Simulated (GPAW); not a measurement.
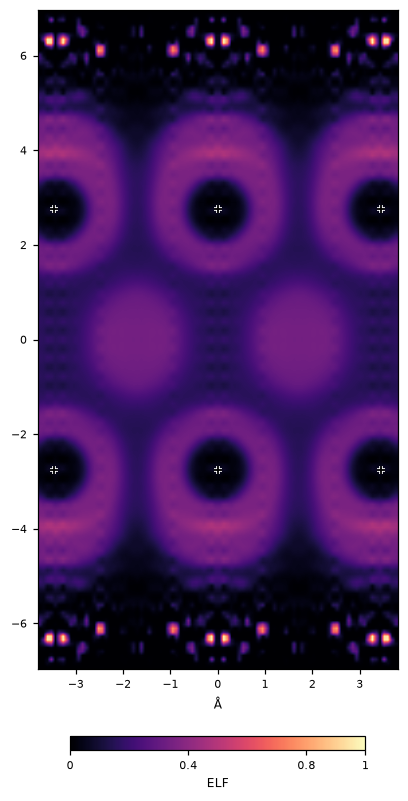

The ELF on a plane through atoms (crosses mark nuclei in the plane).

Computed with GPAW 26.7.0, Kohn-Sham DFT of a periodic cell, PBE, GPAW PAW data sets (gpaw-data 1.2.1).

Candidates:
A. Y (slab), a = 3.65 Å, b = 3.65 Å, c = 20.75 Å, α = 90.00°, β = 90.00°, γ = 120.00°. 
B. Ti, a = 3.28 Å, b = 3.28 Å, c = 3.28 Å, α = 90.00°, β = 90.00°, γ = 90.00°. Space group Im-3m; computed pressure about −3 GPa in this cell.
C. Tl (slab), a = 3.46 Å, b = 3.46 Å, c = 20.52 Å, α = 90.00°, β = 90.00°, γ = 120.00°. 

Which candidate gave the map?

Answer. Candidate C: Tl on the (11̄0) plane of the calculation cell, a cut from vacuum to vacuum, which holds Tl. Tl–Tl (3.46 Å): the ELF is about 0.15 at the midpoint; no shared electron pair shows on this line.
